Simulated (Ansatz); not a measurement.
```
Ga N H
1.0
     0.00000    0.00000   -5.24317
     4.82756    2.78719    0.00000
     0.00000   -5.57438    0.00000
Ga N H
6 6 1
Direct
  0.49779 0.66678 0.66788
  0.49779 0.33252 0.00074
  0.49778 0.99965 0.33361
  0.99870 0.32766 0.32875
  0.99869 0.99965 0.67274
  0.99870 0.67165 0.00075
  0.12475 0.65956 0.66065
  0.12475 0.33975 0.00075
  0.12475 0.99965 0.34085
  0.61910 0.33512 0.33622
  0.61910 0.99965 0.66527
  0.61910 0.66418 0.00074
  0.84720 0.99966 0.00075
```

Spin-polarised.

All numbers below come from Ansatz, DFT PBE, scalar-relativistic, plane waves, PAW.

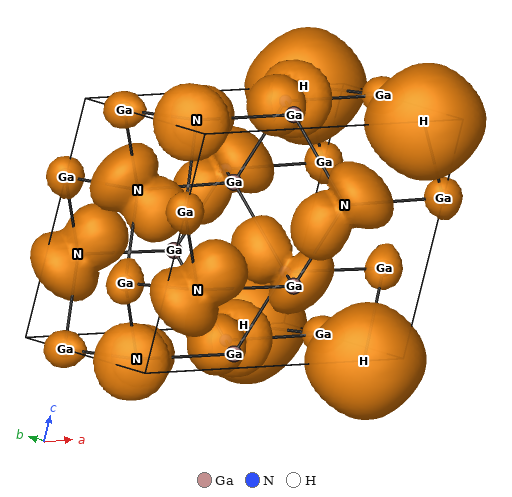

Ga$_{6}$HN$_{6}$ (cell with a defect). Isosurfaces of the magnetisation density (up minus down) at +0.008 (orange) and −0.008 e/Å³ (purple), seen slightly off an axis. Sticks mark near contacts.

The density is the valence pseudo-density of a PAW calculation; it isn't the true density close to the nuclei.

> Which atoms carry the moments, and with what signs?

The spin density sits on H: +0.3 μB in one cell of 13 atoms, with smaller moments on other sites: N (up to +0.05 μB): with much of the spin spread outside that site. The cell of the calculation (13 atoms) carries 0.8 μB of net spin moment. Only one sign reaches the isovalue.
